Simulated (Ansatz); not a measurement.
Run report: Ni, geometry relaxation (part 1 of 3)

System: Ni (interface cell, 24 atoms in the cell).
Method: DFT PBE, scalar-relativistic, plane waves, PAW (Ansatz 0.2.0).

The structure derives from an entry of the Crystallography Open Database. The run did not end well. It belongs to a series of runs on one base structure; here: symmetric tilt boundary Sigma 3 (2 1 1), mirror between planes, shift [0, 0.5]. Figures and captions count atoms from 1; the log counts them from 0 in places.

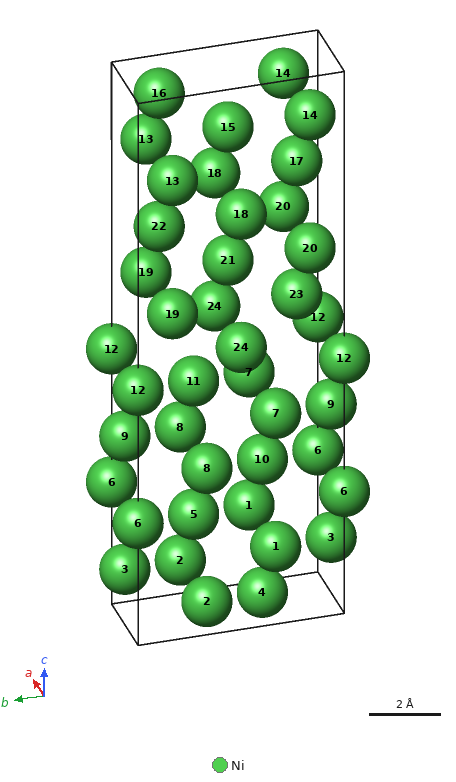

*The input geometry (spheres-only view of the cell of the calculation, seen at an oblique angle; atoms are numbered from 1 in the order of the input). An atom can appear more than once, as a periodic image.*

Outcome:

- outcome: stopped at the time limit
- hardware: 4 threads of Intel Xeon @ 2.50GHz (Skylake/Cascade Lake), 192 GiB of memory available, shared host
- wall time: 39 min (CPU time 2.5 h)
- peak memory: 6.5 GiB

What went wrong:

The run was cut off by its time limit, so the output is incomplete.

The input:
```yaml
crystal:
  lattice:
    - [2.4879380541, 0.0, 0.0]
    - [0.0, 6.0941787441, 0.0]
    - [0.0, 0.0, 17.5369404629]
  atoms:
    - { symbol: Ni, position: [1.0, 0.3333333333, 0.1432976455], spin: 0.75 }
    - { symbol: Ni, position: [0.0, 0.6666666667, 0.0613898744], spin: 0.75 }
    - { symbol: Ni, position: [0.5, 1.0, 0.10234376], spin: 0.75 }
    - { symbol: Ni, position: [0.5, 0.3333333333, 0.0204359889], spin: 0.75 }
    - { symbol: Ni, position: [0.5, 0.6666666667, 0.1842515311], spin: 0.75 }
    - { symbol: Ni, position: [1.0, 1.0, 0.2252054166], spin: 0.75 }
    - { symbol: Ni, position: [1.0, 0.3333333333, 0.3890209588], spin: 0.75 }
    - { symbol: Ni, position: [1.0, 0.6666666667, 0.3071131877], spin: 0.75 }
    - { symbol: Ni, position: [0.5, 1.0, 0.3480670733], spin: 0.75 }
    - { symbol: Ni, position: [0.5, 0.3333333333, 0.2661593022], spin: 0.75 }
    - { symbol: Ni, position: [0.5, 0.6666666667, 0.4299748444], spin: 0.75 }
    - { symbol: Ni, position: [1.0, 1.0, 0.4709287299], spin: 0.75 }
    - { symbol: Ni, position: [1.0, 0.8333333333, 0.8481489811], spin: 0.75 }
    - { symbol: Ni, position: [0.0, 0.1666666667, 0.9300567522], spin: 0.75 }
    - { symbol: Ni, position: [0.5, 0.5, 0.8891028666], spin: 0.75 }
    - { symbol: Ni, position: [0.5, 0.8333333333, 0.9710106377], spin: 0.75 }
    - { symbol: Ni, position: [0.5, 0.1666666667, 0.8071950955], spin: 0.75 }
    - { symbol: Ni, position: [1.0, 0.5, 0.76624121], spin: 0.75 }
    - { symbol: Ni, position: [1.0, 0.8333333333, 0.6024256678], spin: 0.75 }
    - { symbol: Ni, position: [1.0, 0.1666666667, 0.6843334389], spin: 0.75 }
    - { symbol: Ni, position: [0.5, 0.5, 0.6433795533], spin: 0.75 }
    - { symbol: Ni, position: [0.5, 0.8333333333, 0.7252873244], spin: 0.75 }
    - { symbol: Ni, position: [0.5, 0.1666666667, 0.5614717822], spin: 0.75 }
    - { symbol: Ni, position: [1.0, 0.5, 0.5205178967], spin: 0.75 }
basis:
  ecutwfc: 420
kpoints:
  mp_grid: { grid: [14, 6, 2] }
hamiltonian:
  xc: pbe
scf:
  occupations: { method: gaussian, width: 0.1 }
  lower_state_search: "off"
output:
  forces: true
  stress: true
  eigenvalues: true
  populations: true
magnetization:
  spin_polarized: true
relax:
  adjacent_minimum: "off"
  f_tol: 0.02
  max_steps: 60
  cell: { fix: [a, b, alpha, beta, gamma], stress_tol: 0.1 }
```

Command:
```bash
ansatz run input.yaml --threads 4 --pin off --max-ram 11264MiB --backend cpu --events-out ev --progress --plain --runs-dir out
```

Log:
```
Engine: ansatz 0.2.0, x86_64-unknown-linux-gnu
Pseudopotentials: kind: paw
Pseudopotential: Ni, paw, valence charge 18, recommended cutoff 420 eV (normal), Ni.paw.azcp
Functional definition: PBE
  parameter kappa = 0.804
  parameter beta = 0.06672455060314922
  exchange = pbe_x(kappa = kappa, mu = beta*pi^2/3)
  correlation = pbe_c(beta = beta)
Crystal: 24 atoms, lattice volume = 265.894 Å³
Basis set: ecut = 420 eV, 5167 PW (Γ), exchange–correlation on 36×90×240 points (8 copies of the dense FFT grid, shifted against one another)
Bands: 270, of which v1, the nominal top of the filled ones, is band 216 counted from 1 (215 counted from 0)
Symmetry: 4 space group operations
Space group: Pmc21 (ITA 26), of the structure as read, at distance tolerance 6.4e-5 Å
Magnetic group: BNS 26.66 (UNI 164), of the structure as read, at distance tolerance 6.4e-5 Å
k-points: 64 of 168 (time reversal used)
Non-local potential: Ni, projectors of the file, l = 0: 3, l = 1: 2, l = 2: 3, l = 3: 1
PAW form: soft (Blöchl's): semilocal exchange-correlation on the pseudo side does not see the compensation charge
PAW one-centre angular grid: Ni, 590 points (default); XC on 64 Gauss nodes
Initial density: superposition of atomic densities (chi_scale 0.1, normalization cell)
Starting moments: Σ|m| = 18 μB on 24 of 24 sites
Initial wavefunctions: pseudopotential atomic-orbital guess
Functional: x = pbe(κ = 0.804, μ = 0.2195149727645171), c = pbe(β = 0.06672455060314922)
iter 1 solved again at ethr=7.23e-4 eV; its pass at ethr=3.10e-3 eV (dr2=3.12e0 eV) is discarded
SCF iter   1: F=—  HF=-140151.080815 eV  |F-HF|=—  |Δ(HF+E_count)|=         —  Δρ=2.51e-2 (↑2.35e-2 ↓2.51e-2)  dr2=3.11e0  dr2_m=2.30e-1  M=14.958 μB ∫|m|=15.680 μB  β_m=0.30  ethr=7.23e-4  ⟨swp⟩=2.2  Hψ=144501  notcnv=0
preconditioner: auto → Kerker (q_TF=auto, 2.958 Å⁻¹)  [metal: Δε(μ)=0.001 eV  Ē_g=8.942 eV  σ=0.100 eV  W_gap=0.01  n_scr=114 (ndim 8)  ℏωp=35.3 eV  f_vac=0.000  D(μ)=44.53/eV (n_scr^D=760)]
spin=Collinear: Kerker preconditioning applied to the charge; magnetization (m = ρ↑ − ρ↓) channel mixes plain (no charge-response kernel on spin).
SCF iter   2: F=—  HF=-140151.164923 eV  |F-HF|=—  |Δ(HF+E_count)|=   8.41e-2  Δρ=2.73e-2 (↑1.47e-2 ↓2.73e-2)  dr2=3.65e0  dr2_m=3.14e-1  M=14.987 μB ∫|m|=15.977 μB  β_m=0.30  ethr=7.20e-4  ⟨swp⟩=2.1  Hψ=42027  notcnv=0
SCF iter   3: F=—  HF=-140151.463183 eV  |F-HF|=—  |Δ(HF+E_count)|=   2.98e-1  Δρ=5.27e-2 (↑1.71e-2 ↓5.27e-2)  dr2=1.30e1  dr2_m=9.86e-1  M=15.001 μB ∫|m|=16.203 μB  β_m=0.30  ethr=7.20e-4  ⟨swp⟩=2.2  Hψ=41068  notcnv=0  defer=2
SCF iter   4: F=—  HF=-140151.127582 eV  |F-HF|=—  |Δ(HF+E_count)|=   3.36e-1  Δρ=1.35e-2 (↑8.17e-3 ↓1.35e-2)  dr2=1.04e0  dr2_m=1.29e-1  M=14.967 μB ∫|m|=16.357 μB  β_m=0.30  ethr=7.20e-4  ⟨swp⟩=2.0  Hψ=40943  notcnv=0  defer=3443
SCF iter   5: F=—  HF=-140151.119450 eV  |F-HF|=—  |Δ(HF+E_count)|=   8.13e-3  Δρ=1.12e-2 (↑6.55e-3 ↓1.12e-2)  dr2=4.77e-1  dr2_m=8.41e-2  M=14.982 μB ∫|m|=16.517 μB  β_m=0.30  ethr=2.41e-4  ⟨swp⟩=2.0  Hψ=33822  notcnv=0  defer=3897
SCF iter   6: F=—  HF=-140151.033337 eV  |F-HF|=—  |Δ(HF+E_count)|=   8.61e-2  Δρ=1.12e-2 (↑4.55e-3 ↓1.12e-2)  dr2=4.83e-1  dr2_m=8.43e-2  M=15.019 μB ∫|m|=16.677 μB  β_m=0.30  ethr=1.10e-4  ⟨swp⟩=2.0  Hψ=46515  notcnv=0  defer=3939
SCF iter   7: F=—  HF=-140151.051147 eV  |F-HF|=—  |Δ(HF+E_count)|=   1.78e-2  Δρ=9.16e-3 (↑3.64e-3 ↓9.16e-3)  dr2=2.33e-1  dr2_m=5.75e-2  M=15.047 μB ∫|m|=16.803 μB  β_m=0.30  ethr=1.10e-4  ⟨swp⟩=1.0  Hψ=29627  notcnv=0  defer=3939
SCF iter   8: F=—  HF=-140151.097286 eV  |F-HF|=—  |Δ(HF+E_count)|=   4.61e-2  Δρ=5.30e-3 (↑2.54e-3 ↓5.30e-3)  dr2=6.75e-2  dr2_m=2.79e-2  M=15.106 μB ∫|m|=16.940 μB  β_m=0.30  ethr=5.38e-5  ⟨swp⟩=3.0  Hψ=45354  notcnv=0  defer=3979
SCF iter   9: F=—  HF=-140151.107125 eV  |F-HF|=—  |Δ(HF+E_count)|=   9.84e-3  Δρ=4.46e-3 (↑1.92e-3 ↓4.46e-3)  dr2=3.39e-2  dr2_m=2.08e-2  M=15.136 μB ∫|m|=17.035 μB  β_m=0.30  ethr=1.56e-5  ⟨swp⟩=1.0  Hψ=29627  notcnv=0  defer=3979
Mixer restart at iter 9: flushing history
spin-set hold released at iteration 9 (site moments contracting): the magnetisation degrees of freedom join the quasi-Newton model from the next iteration; the mixer history was flushed
SCF iter  10: F=—  HF=-140151.112485 eV  |F-HF|=—  |Δ(HF+E_count)|=   5.36e-3  Δρ=5.09e-3 (↑1.84e-3 ↓5.09e-3)  dr2=9.54e-2  dr2_m=1.90e-2  M=15.164 μB ∫|m|=17.117 μB  β_m=0.48  ethr=7.85e-6  ⟨swp⟩=1.2  Hψ=29798  notcnv=0  defer=3979
SCF iter  11: F=—  HF=-140151.147566 eV  |F-HF|=—  |Δ(HF+E_count)|=   3.51e-2  Δρ=1.76e-2 (↑4.36e-3 ↓1.76e-2)  dr2=2.33e0  dr2_m=1.16e-1  M=15.166 μB ∫|m|=17.191 μB  β_m=0.05  ethr=7.85e-6  ⟨swp⟩=2.0  Hψ=54815  notcnv=0  defer=3979  recentre
SCF iter  12: F=—  HF=-140151.112488 eV  |F-HF|=—  |Δ(HF+E_count)|=   3.51e-2  Δρ=3.07e-3 (↑1.50e-3 ↓3.07e-3)  dr2=8.90e-3  dr2_m=1.14e-2  M=15.175 μB ∫|m|=17.160 μB  β_m=0.12  ethr=7.85e-6  ⟨swp⟩=2.0  Hψ=46295  notcnv=0  defer=3979
SCF iter  13: F=—  HF=-140151.115322 eV  |F-HF|=—  |Δ(HF+E_count)|=   2.83e-3  Δρ=1.44e-3 (↑1.06e-3 ↓1.44e-3)  dr2=1.05e-3  dr2_m=3.63e-3  M=15.228 μB ∫|m|=17.331 μB  β_m=0.26  ethr=2.06e-6  ⟨swp⟩=1.9  Hψ=41717  notcnv=0  defer=3979
SCF iter  14: F=—  HF=-140151.116309 eV  |F-HF|=—  |Δ(HF+E_count)|=   9.86e-4  Δρ=9.57e-4 (↑8.75e-4 ↓9.57e-4)  dr2=8.21e-3  dr2_m=8.48e-4  M=15.264 μB ∫|m|=17.431 μB  β_m=0.29  ethr=2.44e-7  ⟨swp⟩=2.0  Hψ=45791  notcnv=0  defer=3974
SCF iter  15: F=—  HF=-140151.116622 eV  |F-HF|=—  |Δ(HF+E_count)|=   3.14e-4  Δρ=1.07e-3 (↑6.20e-4 ↓1.07e-3)  dr2=9.96e-3  dr2_m=8.45e-4  M=15.273 μB ∫|m|=17.445 μB  β_m=0.33  ethr=2.44e-7  ⟨swp⟩=2.0  Hψ=43942  notcnv=0  defer=3974
SCF iter  16: F=—  HF=-140151.116875 eV  |F-HF|=—  |Δ(HF+E_count)|=   2.53e-4  Δρ=1.29e-3 (↑4.00e-4 ↓1.29e-3)  dr2=6.51e-3  dr2_m=6.45e-4  M=15.288 μB ∫|m|=17.468 μB  β_m=0.23  ethr=2.44e-7  ⟨swp⟩=2.0  Hψ=47762  notcnv=0  defer=3974
SCF iter  17: F=—  HF=-140151.116617 eV  |F-HF|=—  |Δ(HF+E_count)|=   2.58e-4  Δρ=2.56e-4 (↑1.63e-4 ↓2.56e-4)  dr2=1.77e-4  dr2_m=5.40e-5  M=15.294 μB ∫|m|=17.479 μB  β_m=0.38  ethr=2.44e-7  ⟨swp⟩=2.0  Hψ=41668  notcnv=0  defer=3974
SCF iter  18: F=—  HF=-140151.116685 eV  |F-HF|=—  |Δ(HF+E_count)|=   6.80e-5  Δρ=5.95e-4 (↑1.65e-4 ↓5.95e-4)  dr2=1.46e-3  dr2_m=1.26e-4  M=15.302 μB ∫|m|=17.495 μB  β_m=0.28  ethr=4.10e-8  ⟨swp⟩=2.0  Hψ=44503  notcnv=0  defer=3974  recentre
SCF iter  19: F=—  HF=-140151.116633 eV  |F-HF|=—  |Δ(HF+E_count)|=   5.28e-5  Δρ=2.11e-4 (↑8.81e-5 ↓2.11e-4)  dr2=1.72e-4  dr2_m=2.25e-5  M=15.301 μB ∫|m|=17.493 μB  β_m=0.31  ethr=4.10e-8  ⟨swp⟩=2.0  Hψ=43251  notcnv=0  defer=3974
SCF iter  20: F=—  HF=-140151.116658 eV  |F-HF|=—  |Δ(HF+E_count)|=   2.50e-5  Δρ=2.10e-4 (↑8.57e-5 ↓2.10e-4)  dr2=3.96e-4  dr2_m=1.25e-5  M=15.305 μB ∫|m|=17.501 μB  β_m=0.26  ethr=3.97e-8  ⟨swp⟩=2.1  Hψ=41882  notcnv=0  defer=3974
SCF iter  21: F=—  HF=-140151.116658 eV  |F-HF|=—  |Δ(HF+E_count)|=   7.20e-7  Δρ=2.41e-4 (↑6.80e-5 ↓2.41e-4)  dr2=2.32e-4  dr2_m=2.30e-5  M=15.306 μB ∫|m|=17.501 μB  β_m=0.19  ethr=3.97e-8  ⟨swp⟩=1.6  Hψ=31278  notcnv=0  defer=3974
SCF iter  22: F=—  HF=-140151.116659 eV  |F-HF|=—  |Δ(HF+E_count)|=   6.22e-7  Δρ=5.51e-5 (↑3.13e-5 ↓5.51e-5)  dr2=5.69e-6  dr2_m=3.55e-6  M=15.308 μB ∫|m|=17.505 μB  β_m=0.60  ethr=3.97e-8  ⟨swp⟩=1.1  Hψ=29728  notcnv=0  defer=3974
SCF iter  23: F=—  HF=-140151.116579 eV  |F-HF|=—  |Δ(HF+E_count)|=   7.97e-5  Δρ=1.22e-4 (↑2.31e-5 ↓1.22e-4)  dr2=9.33e-5  dr2_m=7.12e-6  M=15.309 μB ∫|m|=17.505 μB  β_m=0.60  ethr=1.32e-9  ⟨swp⟩=2.0  Hψ=49296  notcnv=0  defer=4849
SCF iter  24: F=—  HF=-140151.116580 eV  |F-HF|=—  |Δ(HF+E_count)|=   7.85e-7  Δρ=1.34e-4 (↑4.24e-5 ↓1.34e-4)  dr2=2.29e-4  dr2_m=6.08e-6  M=15.309 μB ∫|m|=17.505 μB  β_m=0.44  ethr=1.32e-9  ⟨swp⟩=2.0  Hψ=55787  notcnv=0  defer=4849
SCF iter  25: F=—  HF=-140151.116579 eV  |F-HF|=—  |Δ(HF+E_count)|=   5.88e-7  Δρ=9.21e-5 (↑2.73e-5 ↓9.21e-5)  dr2=3.39e-5  dr2_m=2.88e-6  M=15.310 μB ∫|m|=17.505 μB  β_m=0.28  ethr=1.32e-9  ⟨swp⟩=2.0  Hψ=47243  notcnv=0  defer=4849
SCF iter  26: F=—  HF=-140151.116578 eV  |F-HF|=—  |Δ(HF+E_count)|=   1.23e-6  Δρ=2.51e-5 (↑7.32e-6 ↓2.51e-5)  dr2=2.21e-6  dr2_m=3.80e-7  M=15.310 μB ∫|m|=17.505 μB  β_m=0.37  ethr=1.32e-9  ⟨swp⟩=2.0  Hψ=39579  notcnv=0  defer=4849
SCF iter  27: F=—  HF=-140151.116579 eV  |F-HF|=—  |Δ(HF+E_count)|=   2.79e-7  Δρ=3.99e-5 (↑1.16e-5 ↓3.99e-5)  dr2=6.51e-6  dr2_m=5.83e-7  M=15.310 μB ∫|m|=17.504 μB  β_m=0.26  ethr=5.11e-10  ⟨swp⟩=2.0  Hψ=40427  notcnv=0  defer=4849  recentre
SCF iter  28: F=—  HF=-140151.116578 eV  |F-HF|=—  |Δ(HF+E_count)|=   1.75e-7  Δρ=1.42e-5 (↑2.61e-6 ↓1.42e-5)  dr2=9.27e-7  dr2_m=1.23e-7  M=15.310 μB ∫|m|=17.505 μB  β_m=0.23  ethr=5.11e-10  ⟨swp⟩=1.8  Hψ=32325  notcnv=0  defer=4849
SCF iter  29: F=-140151.116578 eV  HF=-140151.116578 eV  |F-HF|=7.82e-8  |Δ(HF+E_count)|=   3.17e-9  Δρ=5.69e-6 (↑2.78e-6 ↓5.69e-6)  dr2=8.40e-8  dr2_m=2.32e-8  M=15.310 μB ∫|m|=17.504 μB  ethr=2.31e-11  ⟨swp⟩=8.1  Hψ=166378  notcnv=0
SCF 1 converged in 29 iterations: F = -140151.116578 eV  dr2 = 8.40e-8
  greatest PAW one-centre occupation: 1.001 electrons in one spin orbital (limit 2), on the Ni atom at site 15 (counted from 0), in its partial waves of l = 1
relax step   1: F+E_penalty+E_count = -140151.11657827 eV  Δ(F+E_penalty+E_count) = +0.000e0 eV  max|allowed force component| = 1.254e0 eV/Å  Δτ_max = 0.0000 Å  P = +1.699 GPa  Ω = 265.894 Å³  fix = [a, b, alpha, beta, gamma]  reactions: a +1.417, b -0.050 GPa  (29 SCF iters, dr2 threshold 1.00e-7 eV, accepted)
Crystal: 24 atoms, lattice volume = 266.660 Å³
Basis set: ecut = 420 eV, 5183 PW (Γ), exchange–correlation on 36×90×240 points (8 copies of the dense FFT grid, shifted against one another)
Initial density: handed on by an earlier stage of this run
Starting moments: Σ|m| = 18 μB on 24 of 24 sites; this step starts from the density that it was given
Initial wavefunctions: those handed on with the density
iter 1 solved again at ethr=3.17e-5 eV; its pass at ethr=3.10e-3 eV (dr2=1.37e-1 eV) is discarded
```
